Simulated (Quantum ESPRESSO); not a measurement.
# CsPbBr3: band-structure run (part 1 of 3)

CsPbBr3 (Pm-3m, 5 atoms in the cell), computed with Kohn-Sham DFT of a periodic cell, r2SCAN, SG15 PBE 1.2, no spin polarisation (Quantum ESPRESSO 7.5).

The structure derives from an entry of the Crystallography Open Database.

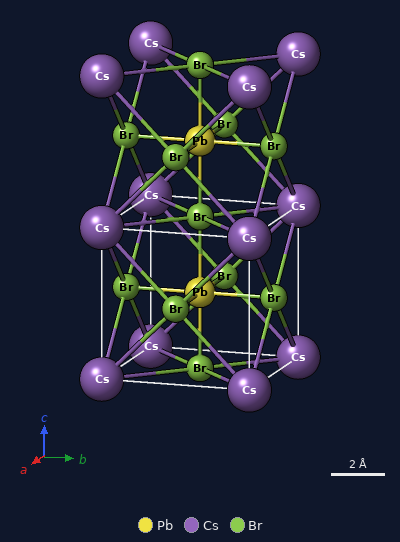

**Figure 1.** The input geometry (ball-and-stick view of the cell of the calculation, repeated 1 × 1 × 2, seen slightly off an axis). An atom can appear more than once, as a periodic image.

### The input
```
&CONTROL
  calculation = 'scf'
  prefix = 'pwscf'
  outdir = './tmp'
  pseudo_dir = './pseudo'
  tprnfor = .true.
  tstress = .true.
  disk_io = 'low'
/
&SYSTEM
  ibrav = 0
  nat = 5
  ntyp = 3
  ecutwfc = 56
  nbnd = 31
  input_dft = 'r2scan'
  occupations = 'smearing'
  smearing = 'fd'
  degauss = 0.00367493
  nosym = .true.
/
&ELECTRONS
  conv_thr = 1d-08
  electron_maxstep = 120
  mixing_beta = 0.5
/
ATOMIC_SPECIES
Pb   207.2000 Pb_ONCV_PBE-1.2.upf
Cs   132.9055 Cs_ONCV_PBE-1.2.upf
Br    79.9040 Br_ONCV_PBE-1.2.upf
CELL_PARAMETERS angstrom
   5.8700000000    0.0000000000    0.0000000000
   0.0000000000    5.8700000000    0.0000000000
   0.0000000000    0.0000000000    5.8700000000
ATOMIC_POSITIONS crystal
Pb     0.5000000000    0.5000000000    0.5000000000
Cs     0.0000000000    0.0000000000    0.0000000000
Br     0.5000000000    0.5000000000    0.0000000000
Br     0.5000000000    0.0000000000    0.5000000000
Br     0.0000000000    0.5000000000    0.5000000000
K_POINTS automatic
5 5 5 0 0 0
```

### File bands.in
```
&CONTROL
  calculation = 'bands'
  prefix = 'pwscf'
  outdir = './tmp'
  pseudo_dir = './pseudo'
  disk_io = 'low'
  verbosity = 'high'
/
&SYSTEM
  ibrav = 0
  nat = 5
  ntyp = 3
  ecutwfc = 56
  nbnd = 31
  input_dft = 'r2scan'
  occupations = 'smearing'
  smearing = 'fd'
  degauss = 0.00367493
  nosym = .true.
/
&ELECTRONS
  conv_thr = 1d-08
  electron_maxstep = 120
  mixing_beta = 0.5
  diago_full_acc = .true.
  startingwfc = 'random'
/
ATOMIC_SPECIES
Pb   207.2000 Pb_ONCV_PBE-1.2.upf
Cs   132.9055 Cs_ONCV_PBE-1.2.upf
Br    79.9040 Br_ONCV_PBE-1.2.upf
CELL_PARAMETERS angstrom
   5.8700000000    0.0000000000    0.0000000000
   0.0000000000    5.8700000000    0.0000000000
   0.0000000000    0.0000000000    5.8700000000
ATOMIC_POSITIONS crystal
Pb     0.5000000000    0.5000000000    0.5000000000
Cs     0.0000000000    0.0000000000    0.0000000000
Br     0.5000000000    0.5000000000    0.0000000000
Br     0.5000000000    0.0000000000    0.5000000000
Br     0.0000000000    0.5000000000    0.5000000000
K_POINTS crystal
60
 0.0000000000  0.0000000000  0.0000000000 1
 0.0000000000  0.0714285714  0.0000000000 1
 0.0000000000  0.1428571429  0.0000000000 1
 0.0000000000  0.2142857143  0.0000000000 1
 0.0000000000  0.2857142857  0.0000000000 1
 0.0000000000  0.3571428571  0.0000000000 1
 0.0000000000  0.4285714286  0.0000000000 1
 0.0000000000  0.5000000000  0.0000000000 1
 0.0714285714  0.5000000000  0.0000000000 1
 0.1428571429  0.5000000000  0.0000000000 1
 0.2142857143  0.5000000000  0.0000000000 1
 0.2857142857  0.5000000000  0.0000000000 1
 0.3571428571  0.5000000000  0.0000000000 1
 0.4285714286  0.5000000000  0.0000000000 1
 0.5000000000  0.5000000000  0.0000000000 1
 0.4545454545  0.4545454545  0.0000000000 1
 0.4090909091  0.4090909091  0.0000000000 1
 0.3636363636  0.3636363636  0.0000000000 1
 0.3181818182  0.3181818182  0.0000000000 1
 0.2727272727  0.2727272727  0.0000000000 1
 0.2272727273  0.2272727273  0.0000000000 1
 0.1818181818  0.1818181818  0.0000000000 1
 0.1363636364  0.1363636364  0.0000000000 1
 0.0909090909  0.0909090909  0.0000000000 1
 0.0454545455  0.0454545455  0.0000000000 1
 0.0000000000  0.0000000000  0.0000000000 1
 0.0357142857  0.0357142857  0.0357142857 1
 0.0714285714  0.0714285714  0.0714285714 1
 0.1071428571  0.1071428571  0.1071428571 1
 0.1428571429  0.1428571429  0.1428571429 1
 0.1785714286  0.1785714286  0.1785714286 1
 0.2142857143  0.2142857143  0.2142857143 1
 0.2500000000  0.2500000000  0.2500000000 1
 0.2857142857  0.2857142857  0.2857142857 1
 0.3214285714  0.3214285714  0.3214285714 1
 0.3571428571  0.3571428571  0.3571428571 1
 0.3928571429  0.3928571429  0.3928571429 1
 0.4285714286  0.4285714286  0.4285714286 1
 0.4642857143  0.4642857143  0.4642857143 1
 0.5000000000  0.5000000000  0.5000000000 1
 0.4545454545  0.5000000000  0.4545454545 1
 0.4090909091  0.5000000000  0.4090909091 1
 0.3636363636  0.5000000000  0.3636363636 1
 0.3181818182  0.5000000000  0.3181818182 1
 0.2727272727  0.5000000000  0.2727272727 1
 0.2272727273  0.5000000000  0.2272727273 1
 0.1818181818  0.5000000000  0.1818181818 1
 0.1363636364  0.5000000000  0.1363636364 1
 0.0909090909  0.5000000000  0.0909090909 1
 0.0454545455  0.5000000000  0.0454545455 1
 0.0000000000  0.5000000000  0.0000000000 1
 0.5000000000  0.5000000000  0.0000000000 1
 0.5000000000  0.5000000000  0.0625000000 1
 0.5000000000  0.5000000000  0.1250000000 1
 0.5000000000  0.5000000000  0.1875000000 1
 0.5000000000  0.5000000000  0.2500000000 1
 0.5000000000  0.5000000000  0.3125000000 1
 0.5000000000  0.5000000000  0.3750000000 1
 0.5000000000  0.5000000000  0.4375000000 1
 0.5000000000  0.5000000000  0.5000000000 1
```

Run on 2 threads of Intel Xeon (Granite Rapids), 192 GiB of memory available, shared host.

Run as:
```bash
OMP_NUM_THREADS=1 mpirun -n 2 pw.x -nk 2 -in pw.in > pw.out
OMP_NUM_THREADS=1 mpirun -n 2 pw.x -nk 2 -in bands.in > bands.out
```

### Output
```
This program is part of the open-source Quantum ESPRESSO suite
     for quantum simulation of materials; please cite
         "P. Giannozzi et al., J. Phys.:Condens. Matter 21 395502 (2009);
         "P. Giannozzi et al., J. Phys.:Condens. Matter 29 465901 (2017);
         "P. Giannozzi et al., J. Chem. Phys. 152 154105 (2020);
          URL
     in publications or presentations arising from this work. More details at

     IMPORTANT: XC functional enforced from input :
     Exchange-correlation= R2SCAN
                           (   0   0   0   0   0 497 498)
     Any further DFT definition will be discarded
     Please, verify this is what you really want

     K-points division:     npool     =       2
     Subspace diagonalization in iterative solution of the eigenvalue problem:
     a serial algorithm will be used

     G-vector sticks info
     --------------------
     sticks:   dense  smooth     PW     G-vecs:    dense   smooth      PW
     Sum        2209    2209    601                77365    77365   11123

     Using Slab Decomposition

     bravais-lattice index     =            0
     lattice parameter (alat)  =      11.0927  a.u.
     unit-cell volume          =    1364.9317 (a.u.)^3
     number of atoms/cell      =            5
     number of atomic types    =            3
     number of electrons       =        44.00
     number of Kohn-Sham states=           31
     kinetic-energy cutoff     =      56.0000  Ry
     charge density cutoff     =     224.0000  Ry
     scf convergence threshold =      1.0E-08
     mixing beta               =       0.5000
     number of iterations used =            8  plain     mixing
     Exchange-correlation= R2SCAN
                           (   0   0   0   0   0 497 498)

     celldm(1)=  11.092692  celldm(2)=   0.000000  celldm(3)=   0.000000
     celldm(4)=   0.000000  celldm(5)=   0.000000  celldm(6)=   0.000000

     crystal axes: (cart. coord. in units of alat)
               a(1) = (   1.000000   0.000000   0.000000 )
               a(2) = (   0.000000   1.000000   0.000000 )
               a(3) = (   0.000000   0.000000   1.000000 )

     reciprocal axes: (cart. coord. in units 2 pi/alat)
               b(1) = (  1.000000  0.000000  0.000000 )
               b(2) = (  0.000000  1.000000  0.000000 )
               b(3) = (  0.000000  0.000000  1.000000 )

     PseudoPot. # 1 for Pb read from file:
     Pb_ONCV_PBE-1.2.upf
     Pseudo is Norm-conserving, Zval = 14.0
     Generated using ONCVPSP code by D. R. Hamann
     Using radial grid of  602 points,  8 beta functions with:
                l(1) =   0
                l(2) =   0
                l(3) =   1
                l(4) =   1
                l(5) =   2
                l(6) =   2
                l(7) =   3
                l(8) =   3

     PseudoPot. # 2 for Cs read from file:
     Cs_ONCV_PBE-1.2.upf
     Pseudo is Norm-conserving, Zval =  9.0
     Generated using ONCVPSP code by D. R. Hamann
     Using radial grid of  602 points,  6 beta functions with:
                l(1) =   0
                l(2) =   0
                l(3) =   1
                l(4) =   1
                l(5) =   2
                l(6) =   2

     PseudoPot. # 3 for Br read from file:
     Br_ONCV_PBE-1.2.upf
     Pseudo is Norm-conserving, Zval =  7.0
     Generated using ONCVPSP code by D. R. Hamann
     Using radial grid of  602 points,  6 beta functions with:
                l(1) =   0
                l(2) =   0
                l(3) =   1
                l(4) =   1
                l(5) =   2
                l(6) =   2

     atomic species   valence    mass     pseudopotential
     Pb               14.00   207.20000     Pb( 1.00)
     Cs                9.00   132.90550     Cs( 1.00)
     Br                7.00    79.90400     Br( 1.00)

     No symmetry found

   Cartesian axes

     site n.     atom                  positions (alat units)
         1        Pb     tau(   1) = (   0.5000000   0.5000000   0.5000000  )
         2        Cs     tau(   2) = (   0.0000000   0.0000000   0.0000000  )
         3        Br     tau(   3) = (   0.5000000   0.5000000   0.0000000  )
         4        Br     tau(   4) = (   0.5000000   0.0000000   0.5000000  )
         5        Br     tau(   5) = (   0.0000000   0.5000000   0.5000000  )

     number of k points=    63  Fermi-Dirac smearing, width (Ry)=  0.0037
                       cart. coord. in units 2pi/alat
        k(    1) = (   0.0000000   0.0000000   0.0000000), wk =   0.0160000
        k(    2) = (   0.0000000   0.0000000   0.2000000), wk =   0.0320000
        k(    3) = (   0.0000000   0.0000000   0.4000000), wk =   0.0320000
        k(    4) = (   0.0000000   0.2000000   0.0000000), wk =   0.0320000
        k(    5) = (   0.0000000   0.2000000   0.2000000), wk =   0.0320000
        k(    6) = (   0.0000000   0.2000000   0.4000000), wk =   0.0320000
        k(    7) = (   0.0000000   0.2000000  -0.4000000), wk =   0.0320000
        k(    8) = (   0.0000000   0.2000000  -0.2000000), wk =   0.0320000
        k(    9) = (   0.0000000   0.4000000   0.0000000), wk =   0.0320000
        k(   10) = (   0.0000000   0.4000000   0.2000000), wk =   0.0320000
        k(   11) = (   0.0000000   0.4000000   0.4000000), wk =   0.0320000
        k(   12) = (   0.0000000   0.4000000  -0.4000000), wk =   0.0320000
        k(   13) = (   0.0000000   0.4000000  -0.2000000), wk =   0.0320000
        k(   14) = (   0.2000000   0.0000000   0.0000000), wk =   0.0320000
        k(   15) = (   0.2000000   0.0000000   0.2000000), wk =   0.0320000
        k(   16) = (   0.2000000   0.0000000   0.4000000), wk =   0.0320000
        k(   17) = (   0.2000000   0.0000000  -0.4000000), wk =   0.0320000
        k(   18) = (   0.2000000   0.0000000  -0.2000000), wk =   0.0320000
        k(   19) = (   0.2000000   0.2000000   0.0000000), wk =   0.0320000
        k(   20) = (   0.2000000   0.2000000   0.2000000), wk =   0.0320000
        k(   21) = (   0.2000000   0.2000000   0.4000000), wk =   0.0320000
        k(   22) = (   0.2000000   0.2000000  -0.4000000), wk =   0.0320000
        k(   23) = (   0.2000000   0.2000000  -0.2000000), wk =   0.0320000
        k(   24) = (   0.2000000   0.4000000   0.0000000), wk =   0.0320000
        k(   25) = (   0.2000000   0.4000000   0.2000000), wk =   0.0320000
        k(   26) = (   0.2000000   0.4000000   0.4000000), wk =   0.0320000
        k(   27) = (   0.2000000   0.4000000  -0.4000000), wk =   0.0320000
        k(   28) = (   0.2000000   0.4000000  -0.2000000), wk =   0.0320000
        k(   29) = (   0.2000000  -0.4000000   0.0000000), wk =   0.0320000
        k(   30) = (   0.2000000  -0.4000000   0.2000000), wk =   0.0320000
        k(   31) = (   0.2000000  -0.4000000   0.4000000), wk =   0.0320000
        k(   32) = (   0.2000000  -0.4000000  -0.4000000), wk =   0.0320000
        k(   33) = (   0.2000000  -0.4000000  -0.2000000), wk =   0.0320000
        k(   34) = (   0.2000000  -0.2000000   0.0000000), wk =   0.0320000
        k(   35) = (   0.2000000  -0.2000000   0.2000000), wk =   0.0320000
        k(   36) = (   0.2000000  -0.2000000   0.4000000), wk =   0.0320000
        k(   37) = (   0.2000000  -0.2000000  -0.4000000), wk =   0.0320000
        k(   38) = (   0.2000000  -0.2000000  -0.2000000), wk =   0.0320000
        k(   39) = (   0.4000000   0.0000000   0.0000000), wk =   0.0320000
        k(   40) = (   0.4000000   0.0000000   0.2000000), wk =   0.0320000
        k(   41) = (   0.4000000   0.0000000   0.4000000), wk =   0.0320000
        k(   42) = (   0.4000000   0.0000000  -0.4000000), wk =   0.0320000
        k(   43) = (   0.4000000   0.0000000  -0.2000000), wk =   0.0320000
        k(   44) = (   0.4000000   0.2000000   0.0000000), wk =   0.0320000
        k(   45) = (   0.4000000   0.2000000   0.2000000), wk =   0.0320000
        k(   46) = (   0.4000000   0.2000000   0.4000000), wk =   0.0320000
        k(   47) = (   0.4000000   0.2000000  -0.4000000), wk =   0.0320000
        k(   48) = (   0.4000000   0.2000000  -0.2000000), wk =   0.0320000
        k(   49) = (   0.4000000   0.4000000   0.0000000), wk =   0.0320000
        k(   50) = (   0.4000000   0.4000000   0.2000000), wk =   0.0320000
        k(   51) = (   0.4000000   0.4000000   0.4000000), wk =   0.0320000
        k(   52) = (   0.4000000   0.4000000  -0.4000000), wk =   0.0320000
        k(   53) = (   0.4000000   0.4000000  -0.2000000), wk =   0.0320000
        k(   54) = (   0.4000000  -0.4000000   0.0000000), wk =   0.0320000
        k(   55) = (   0.4000000  -0.4000000   0.2000000), wk =   0.0320000
        k(   56) = (   0.4000000  -0.4000000   0.4000000), wk =   0.0320000
        k(   57) = (   0.4000000  -0.4000000  -0.4000000), wk =   0.0320000
        k(   58) = (   0.4000000  -0.4000000  -0.2000000), wk =   0.0320000
        k(   59) = (   0.4000000  -0.2000000   0.0000000), wk =   0.0320000
        k(   60) = (   0.4000000  -0.2000000   0.2000000), wk =   0.0320000
        k(   61) = (   0.4000000  -0.2000000   0.4000000), wk =   0.0320000
        k(   62) = (   0.4000000  -0.2000000  -0.4000000), wk =   0.0320000
        k(   63) = (   0.4000000  -0.2000000  -0.2000000), wk =   0.0320000

     Dense  grid:    77365 G-vectors     FFT dimensions: (  54,  54,  54)

     WARNING: libxc functional with ID  497 depends
      on external parameters: check the user_guide of
      QE if you need to modify them or to check their
      default values.

     WARNING: libxc functional with ID  498 depends
      on external parameters: check the user_guide of
      QE if you need to modify them or to check their
      default values.

     Initial potential from superposition of free atoms

     starting charge      43.4782, renormalised to      44.0000
     Starting wfcs are random

     Self-consistent Calculation

     iteration #  1     ecut=    56.00 Ry     beta= 0.50
     Davidson diagonalization with overlap
     ethr =  1.00E-02,  avg # of iterations = 11.8

     total energy              =    -233.96412757 Ry
     estimated scf accuracy    <       9.41963633 Ry

     iteration #  2     ecut=    56.00 Ry     beta= 0.50
     Davidson diagonalization with overlap
     ethr =  1.00E-02,  avg # of iterations =  1.0

     total energy              =    -234.12507346 Ry
     estimated scf accuracy    <       2.89315546 Ry

     iteration #  3     ecut=    56.00 Ry     beta= 0.50
     Davidson diagonalization with overlap
     ethr =  6.58E-03,  avg # of iterations =  1.0
```
